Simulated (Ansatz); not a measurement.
Run report: CsBr, geometry relaxation (part 2 of 2)

CsBr (Pm-3m, 2 atoms in the cell); DFT PBEsol, scalar-relativistic, plane waves, PAW, no spin polarisation (Ansatz 0.2.0); cutoff 420 eV, 6×6×6 k-mesh, fixed occupations. The structure derives from an entry of the Crystallography Open Database. It belongs to a series of runs on one base structure; here: relaxed at -1 GPa.

Geometry of the input (Å; fractional positions):
```
4.2422  0.0000  0.0000
0.0000  4.2422  0.0000
0.0000  0.0000  4.2422
Cs 0.0000  0.0000  0.0000
Br 0.5000  0.5000  0.5000
```

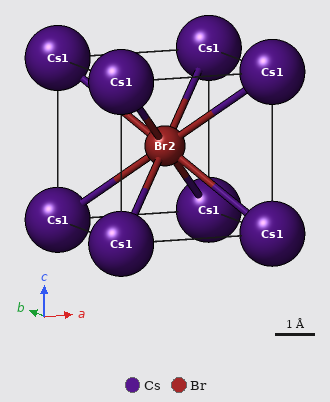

Fig. 1: The geometry at step 1 of the log (ball-and-stick view of the cell of the calculation, seen slightly off an axis; atoms are numbered from 1 in the order of the input).

## What the program printed, continued
```
SCF iter   1: F=—  HF=-8325.828727 eV  |F-HF|=—  |Δ(HF+E_count)|=         —  Δρ=4.64e-4  dr2=4.87e-4  ethr=3.07e-6  ⟨swp⟩=2.0  Hψ=1675  notcnv=0  defer=36
preconditioner: auto → Resta (q_TF=auto, 2.094 Å⁻¹)  ε∞=2.8  [insulator: Δε(μ)=4.376 eV  Ē_g=11.662 eV  n_scr=18 (ndim 8)  ℏωp=15.7 eV  f_vac=0.000  ε∞_Penn≈2.8]
SCF iter   2: F=—  HF=-8325.828570 eV  |F-HF|=—  |Δ(HF+E_count)|=   1.57e-4  Δρ=2.14e-4  dr2=8.96e-5  ethr=3.04e-6  ⟨swp⟩=2.0  Hψ=288  notcnv=0  defer=33
SCF iter   3: F=—  HF=-8325.828541 eV  |F-HF|=—  |Δ(HF+E_count)|=   2.88e-5  Δρ=8.29e-5  dr2=6.33e-6  ethr=5.60e-7  ⟨swp⟩=2.3  Hψ=322  notcnv=0  defer=16
SCF iter   4: F=-8325.828541 eV  HF=-8325.828541 eV  |F-HF|=1.99e-8  |Δ(HF+E_count)|=   3.30e-7  Δρ=1.29e-5  dr2=1.27e-7  ethr=1.25e-9  ⟨swp⟩=11.2  Hψ=2458  notcnv=0
SCF 2 converged in 4 iterations: F = -8325.828541 eV  dr2 = 1.27e-7
relax step   2: F+E_penalty+E_count = -8325.82854082 eV  Δ(F+E_penalty+E_count) = +2.571e-3 eV  max|allowed force component| = 9.296e-31 eV/Å  Δτ_max = 0.0000 Å  P = -0.385 GPa  Ω = 78.363 Å³  energy of the carried Pulay correction = -7.706e-5 eV  (4 SCF iters, dr2 threshold 2.00e-7 eV, accepted)
Crystal: 2 atoms, lattice volume = 81.825 Å³
Basis set: ecut = 420 eV, 1575 PW (Γ), exchange–correlation on 60×60×60 points (8 copies of the dense FFT grid, shifted against one another)
iter 1 solved again at ethr=9.86e-6 eV; its pass at ethr=3.10e-3 eV (dr2=1.58e-3 eV) is discarded
SCF iter   1: F=—  HF=-8325.814741 eV  |F-HF|=—  |Δ(HF+E_count)|=         —  Δρ=8.03e-4  dr2=1.56e-3  ethr=9.86e-6  ⟨swp⟩=2.2  Hψ=1690  notcnv=0  defer=37
preconditioner: auto → Resta (q_TF=auto, 2.079 Å⁻¹)  ε∞=2.8  [insulator: Δε(μ)=4.238 eV  Ē_g=11.583 eV  n_scr=18 (ndim 8)  ℏωp=15.4 eV  f_vac=0.000  ε∞_Penn≈2.8]
SCF iter   2: F=—  HF=-8325.814230 eV  |F-HF|=—  |Δ(HF+E_count)|=   5.11e-4  Δρ=3.56e-4  dr2=2.71e-4  ethr=9.78e-6  ⟨swp⟩=2.0  Hψ=331  notcnv=0  defer=36
SCF iter   3: F=—  HF=-8325.814142 eV  |F-HF|=—  |Δ(HF+E_count)|=   8.79e-5  Δρ=1.46e-4  dr2=2.12e-5  ethr=1.70e-6  ⟨swp⟩=2.6  Hψ=367  notcnv=0  defer=36
SCF iter   4: F=—  HF=-8325.814144 eV  |F-HF|=—  |Δ(HF+E_count)|=   2.27e-6  Δρ=2.13e-5  dr2=3.89e-7  ethr=1.32e-7  ⟨swp⟩=3.0  Hψ=426  notcnv=0  defer=6
SCF iter   5: F=-8325.814144 eV  HF=-8325.814144 eV  |F-HF|=2.49e-8  |Δ(HF+E_count)|=   1.11e-7  Δρ=6.13e-6  dr2=3.94e-8  ethr=1.25e-9  ⟨swp⟩=12.3  Hψ=2264  notcnv=0
SCF 3 converged in 5 iterations: F = -8325.814144 eV  dr2 = 3.94e-8
relax step   3: F+E_penalty+E_count = -8325.81414446 eV  Δ(F+E_penalty+E_count) = +1.440e-2 eV  max|allowed force component| = 2.630e-30 eV/Å  Δτ_max = 0.0000 Å  P = -0.911 GPa  Ω = 81.825 Å³  energy of the carried Pulay correction = -2.045e-4 eV  (5 SCF iters, dr2 threshold 2.00e-7 eV, accepted)
Crystal: 2 atoms, lattice volume = 82.479 Å³
iter 1 solved again at ethr=3.61e-7 eV; its pass at ethr=3.10e-3 eV (dr2=5.77e-5 eV) is discarded
SCF iter   1: F=—  HF=-8325.810246 eV  |F-HF|=—  |Δ(HF+E_count)|=         —  Δρ=1.49e-4  dr2=5.44e-5  ethr=3.61e-7  ⟨swp⟩=3.5  Hψ=1595  notcnv=0  defer=31
preconditioner: auto → Resta (q_TF=auto, 2.076 Å⁻¹)  ε∞=2.8  [insulator: Δε(μ)=4.173 eV  Ē_g=11.553 eV  n_scr=18 (ndim 8)  ℏωp=15.3 eV  f_vac=0.000  ε∞_Penn≈2.8]
SCF iter   2: F=—  HF=-8325.810236 eV  |F-HF|=—  |Δ(HF+E_count)|=   9.52e-6  Δρ=6.56e-5  dr2=9.27e-6  ethr=3.40e-7  ⟨swp⟩=2.0  Hψ=283  notcnv=0  defer=4
SCF iter   3: F=—  HF=-8325.810233 eV  |F-HF|=—  |Δ(HF+E_count)|=   3.39e-6  Δρ=2.61e-5  dr2=7.63e-7  ethr=5.80e-8  ⟨swp⟩=2.1  Hψ=314  notcnv=0
SCF iter   4: F=-8325.810233 eV  HF=-8325.810233 eV  |F-HF|=8.31e-9  |Δ(HF+E_count)|=   6.16e-8  Δρ=3.55e-6  dr2=8.00e-9  ethr=1.24e-10  ⟨swp⟩=9.5  Hψ=2213  notcnv=0
SCF 4 converged in 4 iterations: F = -8325.810233 eV  dr2 = 8.00e-9
relax step   4: F+E_penalty+E_count = -8325.81023275 eV  Δ(F+E_penalty+E_count) = +3.912e-3 eV  max|allowed force component| = 4.667e-30 eV/Å  Δτ_max = 0.0000 Å  P = -0.994 GPa  Ω = 82.479 Å³  energy of the carried Pulay correction = -2.279e-4 eV  (4 SCF iters, dr2 threshold 1.99e-8 eV, accepted)
Initial wavefunctions: pseudopotential atomic-orbital guess (no wavefunctions were taken with the density)
iter 1 solved again at ethr=1.92e-6 eV; its pass at ethr=3.10e-3 eV (dr2=3.06e-4 eV) is discarded
SCF iter   1: F=—  HF=-8325.810416 eV  |F-HF|=—  |Δ(HF+E_count)|=         —  Δρ=3.46e-5  dr2=1.41e-7  ethr=1.92e-6  ⟨swp⟩=3.2  Hψ=2023  notcnv=0  defer=37
eigensolver tolerance schedule: the retry pair's looser diagonalisation over-reported the residual by 2170.04 of it (diagonalisation noise at an unbounded share of the residual, at the tolerance the schedule requests for it); recorded, not acted on — ethr = c·dr2/N_el stays at c = 1.0e-1
preconditioner: auto → Resta (q_TF=auto, 2.076 Å⁻¹)  ε∞=2.8  [insulator: Δε(μ)=4.165 eV  Ē_g=11.549 eV  n_scr=18 (ndim 8)  ℏωp=15.3 eV  f_vac=0.000  ε∞_Penn≈2.8]
SCF iter   2: F=—  HF=-8325.810425 eV  |F-HF|=—  |Δ(HF+E_count)|=   9.14e-6  Δρ=1.83e-5  dr2=3.93e-8  ethr=8.82e-10  ⟨swp⟩=3.6  Hψ=561  notcnv=0  defer=36
SCF iter   3: F=—  HF=-8325.810426 eV  |F-HF|=—  |Δ(HF+E_count)|=   2.13e-7  Δρ=8.14e-7  dr2=5.72e-10  ethr=2.46e-10  ⟨swp⟩=2.0  Hψ=380  notcnv=0  defer=36
SCF iter   4: F=—  HF=-8325.810426 eV  |F-HF|=—  |Δ(HF+E_count)|=  8.00e-11  Δρ=3.39e-7  dr2=8.27e-11  ethr=3.57e-12  ⟨swp⟩=2.2  Hψ=394  notcnv=0  defer=36
SCF iter   5: F=—  HF=-8325.810426 eV  |F-HF|=—  |Δ(HF+E_count)|=  9.09e-11  Δρ=8.24e-8  dr2=7.40e-12  ethr=1.00e-12  ⟨swp⟩=2.0  Hψ=317  notcnv=0  defer=36
SCF iter   6: F=-8325.810426 eV  HF=-8325.810426 eV  |F-HF|=3.64e-12  |Δ(HF+E_count)|=  1.27e-11  Δρ=1.60e-8  dr2=1.36e-13  ethr=1.00e-12  ⟨swp⟩=10.0  Hψ=1642  notcnv=0
SCF 5 converged in 6 iterations: F = -8325.810426 eV  dr2 = 1.36e-13
relax step   5: F+E_penalty+E_count = -8325.81042563 eV  Δ(F+E_penalty+E_count) = -1.929e-4 eV  max|allowed force component| = 5.982e-30 eV/Å  Δτ_max = 0.0000 Å  P = -0.995 GPa  Ω = 82.479 Å³  stress off target by 4.65e-3 GPa  SCF on the basis re-selected at this cell (its energy is not comparable with the rows above)  (6 SCF iters)
basis re-selected at this cell: Δ(F+E_penalty+E_count) = -1.929e-4 eV, ΔP = -0.001 GPa vs the last step (what re-selecting the basis moved, of the pressure what is left beyond the Pulay correction that the steps carried, after the strain that the cell walked since its last selection, with what the two solves' SCF thresholds leave and, on support functions, any second-order correction that the steps lacked; it is no measure of the basis error at this ecutwfc). This SCF's stress stands 4.65e-3 GPa from its target on what of the cell is left free (relax.cell.stress_tol is 2.00e-2 GPa) and its largest allowed force component is 5.98e-30 eV/Å (relax.f_tol is 1.00e-3 eV/Å): within both
SCF converged after 6 iterations
Free energy (F): -8325.810426 eV
Harris-Foulkes:  -8325.810426 eV  (|F-HF|=3.64e-12)
Internal energy: -8325.810426 eV  (E = F + TS)
E sigma→0 (E₀):  -8325.810426 eV
Fermi energy:    2.608954 eV
--- Per-component energies (eV) ---
  E_band       = -64.907353
  E_kinetic    = 276.074390
  E_local      = -432.123738  (includes V_loc(G=0)·N_el)
  E_nonlocal   = 101.554881
  E_hartree    = 126.976799
  E_xc         = -435.025836
  E_vxc        = -231.028737  (∫ρ·V_xc dr)
  E_paw        = -7186.291576  (= ΣΔE_a)
  E_vpaw       = -33.337747  (= ΣTr[D̂ρ^β])
  E_aug_tail   = -0.000001  (compensation charges beyond the density's cutoff)
  E_ewald      = -777.211774
  E_core_change = 0.236430  (= ΣΔE_core)
  E_smearing   = -0.000000  (= −TS)
  E_closure    = -0.000000  (closes the sum)
  Σ components = -8325.810426   (vs F -8325.810426, Δ=0.00e0)
--- Forces (eV/Å), atoms counted from 1 ---
  atom   1  Cs     0.00000000     0.00000000    -0.00000000
  atom   2  Br    -0.00000000     0.00000000     0.00000000
  max |Σ_I F_I| component: 1.12e-29 eV/Å
--- Stress (GPa, compression-positive) ---
       -0.995353       0.000000       0.000000
        0.000000      -0.995353       0.000000
        0.000000       0.000000      -0.995353
  P = ⅓ Tr σ = -0.9954 GPa (-9.954 kbar)
--- Band table (eV; the first three rows and the last of 20) ---
  k-point 0: bands = ["-17.2038", "-9.7231", "-3.7946", "-3.7946", "-3.7946", "2.5957", "2.5957", "2.5957", "6.7738", "7.4705", "7.4705", "11.5775"]
  k-point 1: bands = ["-17.1927", "-9.7245", "-3.8931", "-3.7720", "-3.7720", "2.2042", "2.5533", "2.5533", "7.4065", "7.6406", "8.0364", "11.4031"]
  k-point 2: bands = ["-17.1705", "-9.7283", "-4.0736", "-3.7259", "-3.7259", "1.5943", "2.4652", "2.4652", "8.0937", "8.7208", "9.2984", "11.2561"]
  k-point 19: bands = ["-17.0840", "-9.5613", "-4.1631", "-4.1631", "-4.1631", "1.5090", "1.5090", "1.5090", "10.6624", "10.6624", "10.6624", "11.4007"]
--- Relaxed structure (4 steps of the walk, 4 accepted, 1 SCFs on fresh bases) ---
  F+E_penalty+E_count = -8325.81042563 eV   max|allowed force component| = 5.982e-30 eV/Å   (the final SCF, on the basis selected at the relaxed cell)
  cell:  # Å, volume = 82.4790 Å³
    - [4.352923582533687, 8.345696425678021e-34, -1.6049416203226964e-34]
    - [8.345696425678021e-34, 4.352923582533687, 0.0]
    - [-1.6049416203226964e-34, 0.0, 4.352923582533687]
  atoms:
    - { symbol: Cs, position: [1.3809065257551587e-34, 2.269983329997641e-35, 7.566611099918158e-36] }
    - { symbol: Br, position: [0.49999999999999994, 0.49999999999999994, 0.49999999999999994] }
```

## Trajectory as extended XYZ (Å, eV, eV/Å), 5 frames, from step=1 to step=5
```
2
Lattice="4.2422 0.0000 0.0000 0.0000 4.2422 0.0000 0.0000 0.0000 4.2422" Properties=species:S:1:pos:R:3:forces:R:3 step=1 energy=-8325.83111 pressure_GPa=-0.00
Cs    0.0000    0.0000    0.0000    0.0000   0.0000   0.0000
Br    2.1211    2.1211    2.1211    0.0000   0.0000   0.0000
2
Lattice="4.2793 0.0000 0.0000 0.0000 4.2793 0.0000 0.0000 0.0000 4.2793" Properties=species:S:1:pos:R:3:forces:R:3 step=2 energy=-8325.82854 pressure_GPa=-0.38
Cs    0.0000    0.0000    0.0000    0.0000   0.0000   0.0000
Br    2.1396    2.1396    2.1396    0.0000   0.0000   0.0000
2
Lattice="4.3414 0.0000 0.0000 0.0000 4.3414 0.0000 0.0000 0.0000 4.3414" Properties=species:S:1:pos:R:3:forces:R:3 step=3 energy=-8325.81414 pressure_GPa=-0.91
Cs    0.0000    0.0000    0.0000    0.0000   0.0000   0.0000
Br    2.1707    2.1707    2.1707    0.0000   0.0000   0.0000
2
Lattice="4.3529 0.0000 0.0000 0.0000 4.3529 0.0000 0.0000 0.0000 4.3529" Properties=species:S:1:pos:R:3:forces:R:3 step=4 energy=-8325.81023 pressure_GPa=-0.99
Cs    0.0000    0.0000    0.0000    0.0000   0.0000   0.0000
Br    2.1765    2.1765    2.1765    0.0000   0.0000   0.0000
2
Lattice="4.3529 0.0000 0.0000 0.0000 4.3529 0.0000 0.0000 0.0000 4.3529" Properties=species:S:1:pos:R:3:forces:R:3 step=5 energy=-8325.81043 pressure_GPa=-1.00
Cs    0.0000    0.0000    0.0000    0.0000   0.0000   0.0000
Br    2.1765    2.1765    2.1765    0.0000   0.0000   0.0000
```

## Results in brief

| quantity | value |
| --- | --- |
| outcome | converged |
| space group (tolerance 0.01 Å) | Pm-3m (221) |
| electrons treated | 16 |
| free energy | −8325.8104 eV |
| Fermi energy | 2.609 eV |
| gap on the k-point mesh | 4.16 eV |
| pressure | −1.00 GPa |
| final volume | 82.48 Å³ |
| largest force (length of the vector) at the end | under 0.001 eV/Å |
| final cell | a = 4.353 Å, b = 4.353 Å, c = 4.353 Å, α = 90.00°, β = 90.00°, γ = 90.00° |
| hardware | 1 thread of AMD EPYC (Zen 3), 192 GiB of memory available, shared host |
| wall time | 8 s |
| peak memory | 0.39 GiB |
